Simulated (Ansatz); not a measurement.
# FeSi: geometry relaxation (part 1 of 2)

The run: geometry relaxation of FeSi (2 atoms in the cell). Method and program: DFT, PBE, PAW with Ansatz's default frozen-core files, scalar-relativistic, spin-polarised (Ansatz 0.2.0).

The structure was built on a prototype by a generator; it need not be a known phase. Its volume is 0.80 times that of the source entry. It belongs to a series of runs on one base structure; here: rocksalt relaxed under pressure, PAW files. Figures and captions count atoms from 1; the log counts them from 0 in places.

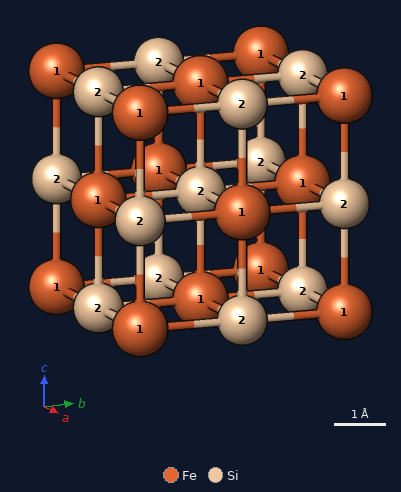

**Figure 1.** The structure as given in the input (ball-and-stick view of the cell 4 times as large as that of the calculation, set on its symmetry axes, seen slightly off an axis; atoms are numbered from 1 in the order of the input).

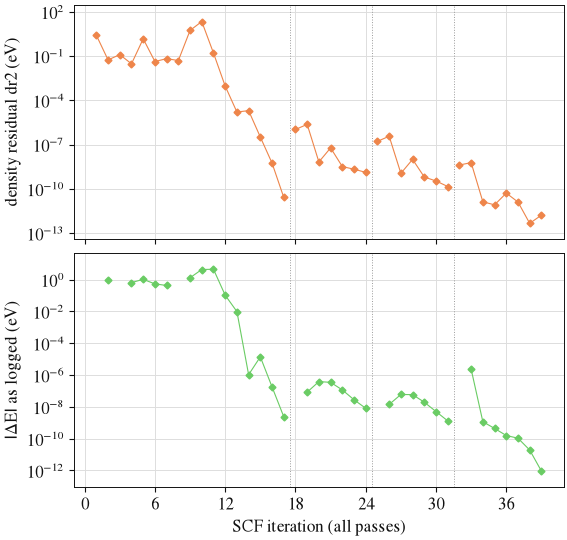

**Figure 2.** Convergence of the self-consistent field: density residual dr2 and size of the energy change against the SCF iteration. The dotted lines part the SCF passes of the relaxation: geometry steps, rejected trials and re-solves on a re-selected basis. The passes take 17, 7, 7 and 8 iterations.

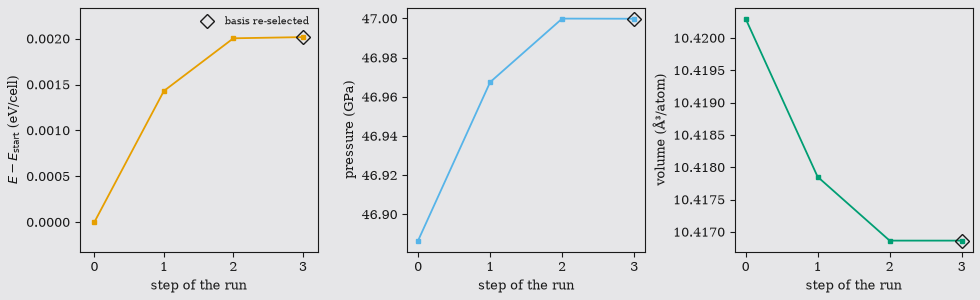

**Figure 3.** Progress of the relaxation, step by step (the first geometry is step 0 here and step 1 in the log). Over 2 geometry steps the energy rises by 2.0 meV per cell of the calculation. All forces vanish by symmetry, so only the cell relaxes. The pressure goes from 46.89 to 47.00 GPa. No atom moves by more than 0.005 Å. The cell doesn't change. The space group stays Fm-3m (No. 225). A last SCF at the same geometry on a re-selected plane-wave basis shifts the energy by +0.0 meV per cell of the calculation.

The input and output of the run follow.

**Input file**
```yaml
crystal:
  lattice:
    - [0.0, 2.1842046636, 2.1842046636]
    - [2.1842046636, 0.0, 2.1842046636]
    - [2.1842046636, 2.1842046636, 0.0]
  atoms:
    - { symbol: Fe, position: [0.0, 0.0, 0.0], spin: 2.5 }
    - { symbol: Si, position: [0.5, 0.5, 0.5] }
magnetization:
  spin_polarized: true
kpoints:
  mp_grid: { grid: [15, 15, 15] }
scf:
  occupations: { method: fermi_dirac, width: 0.05 }
hamiltonian:
  xc: pbe
  pseudopotentials: { kind: paw }
output:
  forces: true
  stress: true
  eigenvalues: true
relax:
  f_tol: 0.005
  max_steps: 40
  cell: { p_target: 47.0, stress_tol: 0.03 }
```

Launched with:
```bash
ansatz run input.yaml --threads 2 --pin off --max-ram 7168MiB --backend cpu --events-out ev --progress --plain --runs-dir out
```

**Output**
```
Engine: ansatz 0.2.0, x86_64-unknown-linux-gnu
Pseudopotentials: kind: paw
Pseudopotential: Fe, paw, valence charge 16, recommended cutoff 420 eV (normal), Fe.paw.azcp
Pseudopotential: Si, paw, valence charge 4, recommended cutoff 420 eV (normal), Si.paw.azcp
Functional definition: PBE
  parameter kappa = 0.804
  parameter beta = 0.06672455060314922
  exchange = pbe_x(kappa = kappa, mu = beta*pi^2/3)
  correlation = pbe_c(beta = beta)
Crystal: 2 atoms, lattice volume = 20.841 Å³
Basis set: ecut = 420 eV, 411 PW (Γ), exchange–correlation on 48×48×48 points (8 copies of the dense FFT grid, shifted against one another)
Bands: 16, of which v1, the nominal top of the filled ones, is band 10 counted from 1 (9 counted from 0)
Symmetry: 48 space group operations
Space group: Fm-3m (ITA 225), of the structure as read, at distance tolerance 2.8e-5 Å
Magnetic group: BNS 225.116 (UNI 1618), of the structure as read, at distance tolerance 2.8e-5 Å
k-points: 120 of 3375
Non-local potential: Fe, projectors of the file, l = 0: 3, l = 1: 2, l = 2: 3, l = 3: 1
Non-local potential: Si, projectors of the file, l = 0: 2, l = 1: 2, l = 2: 2
PAW form: soft (Blöchl's): semilocal exchange-correlation on the pseudo side does not see the compensation charge
PAW one-centre angular grid: Fe, 590 points (default); XC on 64 Gauss nodes
PAW one-centre angular grid: Si, 110 points (default); XC on 64 Gauss nodes
Initial density: superposition of atomic densities (chi_scale 0.1, normalization cell)
Starting moments: Σ|m| = 2.5 μB on 1 of 2 sites
Initial wavefunctions: pseudopotential atomic-orbital guess
Functional: x = pbe(κ = 0.804, μ = 0.2195149727645171), c = pbe(β = 0.06672455060314922)
SCF iter   1: F=—  HF=-5113.815590 eV  |F-HF|=—  |Δ(HF+E_count)|=         —  Δρ=8.07e-2 (↑8.07e-2 ↓5.41e-2)  dr2=2.51e0  dr2_m=9.76e-2  M=2.024 μB ∫|m|=2.240 μB  β_m=0.30  ethr=3.10e-3  ⟨swp⟩=4.9  Hψ=18838  notcnv=0
Mixer restart at iter 1: flushing history
preconditioner: auto → none  [metal: Δε(μ)=0.010 eV  Ē_g=10.895 eV  σ=0.050 eV  W_gap=0.05  n_scr=8 (ndim 8)  ℏωp=28.2 eV  f_vac=0.000  D(μ)=1.38/eV (n_scr^D=14)  sad-step TF]
SCF iter   2: F=—  HF=-5112.821783 eV  |F-HF|=—  |Δ(HF+E_count)|=   9.94e-1  Δρ=2.34e-2 (↑2.34e-2 ↓1.95e-2)  dr2=5.37e-2  dr2_m=6.46e-2  M=1.939 μB ∫|m|=2.169 μB  β_m=0.32  ethr=3.10e-3  ⟨swp⟩=2.6  Hψ=8567  notcnv=0  defer=207
SCF iter   3: F=—  HF=-5113.617269 eV  |F-HF|=—  |Δ(HF+E_count)|=         —  Δρ=8.01e-2 (↑6.02e-2 ↓8.01e-2)  dr2=1.23e-1  dr2_m=9.30e-1  M=1.281 μB ∫|m|=1.482 μB  β_m=0.32  ethr=2.68e-4  ⟨swp⟩=2.3  Hψ=6261  notcnv=0  defer=209
Mixer restart at iter 3: flushing history
SCF iter   4: F=—  HF=-5114.261831 eV  |F-HF|=—  |Δ(HF+E_count)|=   6.45e-1  Δρ=6.21e-2 (↑5.75e-2 ↓6.21e-2)  dr2=2.93e-2  dr2_m=6.77e-1  M=1.157 μB ∫|m|=1.349 μB  β_m=0.53  ethr=2.68e-4  ⟨swp⟩=2.9  Hψ=7984  notcnv=0  defer=209
SCF iter   5: F=—  HF=-5115.284077 eV  |F-HF|=—  |Δ(HF+E_count)|=    1.02e0  Δρ=1.02e-1 (↑1.72e-2 ↓1.02e-1)  dr2=1.45e0  dr2_m=5.90e-1  M=0.417 μB ∫|m|=0.569 μB  β_m=0.07  ethr=1.47e-4  ⟨swp⟩=2.2  Hψ=9047  notcnv=0  defer=212  recentre
SCF iter   6: F=—  HF=-5114.751335 eV  |F-HF|=—  |Δ(HF+E_count)|=   5.33e-1  Δρ=6.05e-2 (↑6.05e-2 ↓4.27e-2)  dr2=4.19e-2  dr2_m=5.02e-1  M=0.979 μB ∫|m|=1.164 μB  β_m=0.07  ethr=1.47e-4  ⟨swp⟩=3.0  Hψ=8572  notcnv=0  defer=212
SCF iter   7: F=—  HF=-5115.171980 eV  |F-HF|=—  |Δ(HF+E_count)|=   4.21e-1  Δρ=4.28e-2 (↑4.28e-2 ↓2.20e-2)  dr2=6.56e-2  dr2_m=1.91e-1  M=0.086 μB ∫|m|=0.215 μB  β_m=0.66  ethr=1.47e-4  ⟨swp⟩=3.1  Hψ=10358  notcnv=0  defer=219
SCF iter   8: F=—  HF=-5113.942488 eV  |F-HF|=—  |Δ(HF+E_count)|=         —  Δρ=1.48e-1 (↑1.48e-1 ↓1.31e-1)  dr2=4.87e-2  dr2_m=3.72e0  M=-0.050 μB ∫|m|=0.122 μB  β_m=1.00  ethr=1.47e-4  ⟨swp⟩=3.2  Hψ=9474  notcnv=0  defer=233
Mixer restart at iter 8: flushing history
SCF iter   9: F=—  HF=-5115.235591 eV  |F-HF|=—  |Δ(HF+E_count)|=    1.29e0  Δρ=9.41e-2 (↑7.90e-2 ↓9.41e-2)  dr2=5.35e0  dr2_m=1.16e-2  M=-0.011 μB ∫|m|=0.044 μB  β_m=0.66  ethr=2.50e-4  ⟨swp⟩=2.7  Hψ=9816  notcnv=0  defer=274
SCF iter  10: F=—  HF=-5119.497486 eV  |F-HF|=—  |Δ(HF+E_count)|=    4.26e0  Δρ=1.92e-1 (↑1.92e-1 ↓1.84e-1)  dr2=2.14e1  dr2_m=3.06e-3  M=-0.007 μB ∫|m|=0.023 μB  β_m=0.42  ethr=2.50e-4  ⟨swp⟩=5.3  Hψ=14293  notcnv=0  defer=261  recentre
SCF iter  11: F=—  HF=-5115.091946 eV  |F-HF|=—  |Δ(HF+E_count)|=    4.41e0  Δρ=1.79e-2 (↑9.64e-3 ↓1.79e-2)  dr2=1.57e-1  dr2_m=3.81e-3  M=-0.008 μB ∫|m|=0.028 μB  β_m=0.54  ethr=2.50e-4  ⟨swp⟩=4.0  Hψ=12624  notcnv=0  defer=260
SCF iter  12: F=—  HF=-5115.194545 eV  |F-HF|=—  |Δ(HF+E_count)|=   1.03e-1  Δρ=2.32e-3 (↑1.92e-3 ↓2.32e-3)  dr2=9.10e-4  dr2_m=6.16e-4  M=-0.003 μB ∫|m|=0.012 μB  β_m=0.69  ethr=2.50e-4  ⟨swp⟩=3.1  Hψ=8562  notcnv=0  defer=236
SCF iter  13: F=—  HF=-5115.204229 eV  |F-HF|=—  |Δ(HF+E_count)|=   9.68e-3  Δρ=2.97e-4 (↑2.97e-4 ↓1.17e-4)  dr2=1.59e-5  dr2_m=6.65e-6  M=-0.000 μB ∫|m|=0.002 μB  β_m=0.84  ethr=4.55e-6  ⟨swp⟩=2.1  Hψ=8404  notcnv=0  defer=236
SCF iter  14: F=—  HF=-5115.204230 eV  |F-HF|=—  |Δ(HF+E_count)|=   1.04e-6  Δρ=1.57e-4 (↑1.57e-4 ↓1.31e-4)  dr2=1.98e-5  dr2_m=4.18e-8  M=-0.000 μB ∫|m|=0.000 μB  β_m=0.87  ethr=7.95e-8  ⟨swp⟩=1.9  Hψ=5463  notcnv=0  defer=236
SCF iter  15: F=—  HF=-5115.204244 eV  |F-HF|=—  |Δ(HF+E_count)|=   1.38e-5  Δρ=2.37e-5 (↑2.37e-5 ↓1.44e-5)  dr2=3.22e-7  dr2_m=7.80e-9  M=-0.000 μB ∫|m|=0.000 μB  β_m=0.93  ethr=7.95e-8  ⟨swp⟩=2.0  Hψ=5161  notcnv=0  defer=236
SCF iter  16: F=—  HF=-5115.204244 eV  |F-HF|=—  |Δ(HF+E_count)|=   1.78e-7  Δρ=2.95e-6 (↑2.68e-6 ↓2.95e-6)  dr2=5.55e-9  dr2_m=2.15e-11  M=-0.000 μB ∫|m|=0.000 μB  β_m=0.91  ethr=1.61e-9  ⟨swp⟩=2.0  Hψ=5259  notcnv=0  defer=236
SCF iter  17: F=-5115.204244 eV  HF=-5115.204244 eV  |F-HF|=3.09e-11  |Δ(HF+E_count)|=   2.38e-9  Δρ=3.45e-7 (↑3.45e-7 ↓1.61e-7)  dr2=2.64e-11  dr2_m=2.57e-12  M=0.000 μB ∫|m|=0.000 μB  ethr=2.78e-11  ⟨swp⟩=5.8  Hψ=13380  notcnv=0
WARN: the starting moments were not kept: the SCF closed with an absolute magnetisation of 2.8e-6 μB, where they sum to 2.5 μB in size (1 site). That is at most 0.1 of that sum. Measured as dr2_m measures the in/out step, that magnetisation stands 6.7e-12 eV from none, at or under the dr2_threshold of 1.0e-7 eV: it is no larger than a step whose dr2_m would equal this threshold. The system may hold no moment; this SCF shows only that its start led to no more than that. To try another start: raise the starting moments (crystal.atoms[].spin, magnetization.per_species, magnetization.initial_magnetization, or on a non-collinear deck that types none of these the spinor_matrix: blocks that start its atoms; where the total moment is fixed, keep their sum and leave initial_magnetization as it is; typed ones take the place of any that the run laid by itself, positive ones on a crystal's lanthanoids without a Hubbard term where scf.initial_density.shell_occupations: [] is typed) or, if the notice of its spin-set hold's release reads "site moments contracting" or "site moments show no strong build", lengthen the hold (scf.mixing.spin_hold: { on: { confirm: 4 } }; for m-r²SCAN on two components see the key's manual first). Each may lead to a state that holds a moment. A second SCF, from the converged charge density, with the starting moments and any scf.initial_density.shell_occupations laid on it anew, would have followed, and was not run: the deck does not ask for one (magnetization.retry_lost_moments is false, the default). To let it run, set magnetization.retry_lost_moments: true and run the deck again, where that key's refused combinations let it; where memory then withholds it, that run's warning says so.
SCF 1 converged in 17 iterations: F = -5115.204244 eV  dr2 = 2.64e-11
  greatest PAW one-centre occupation: 1.002 electrons in one spin orbital (limit 2), on the Fe atom at site 0 (counted from 0), in its partial waves of l = 1
relax step   1: F+E_penalty+E_count = -5115.20424392 eV  Δ(F+E_penalty+E_count) = +0.000e0 eV  max|allowed force component| = 9.532e-31 eV/Å  Δτ_max = 0.0000 Å  P = +46.887 GPa  Ω = 20.841 Å³  (17 SCF iters, dr2 threshold 1.00e-7 eV, accepted)
Crystal: 2 atoms, lattice volume = 20.836 Å³
Initial density: handed on by an earlier stage of this run
Starting moments: Σ|m| = 2.5 μB on 1 of 2 sites; this step starts from the density that it was given
Initial wavefunctions: those handed on with the density
iter 1 solved again at ethr=5.09e-9 eV; its pass at ethr=3.10e-3 eV (dr2=1.02e-6 eV) is discarded
```
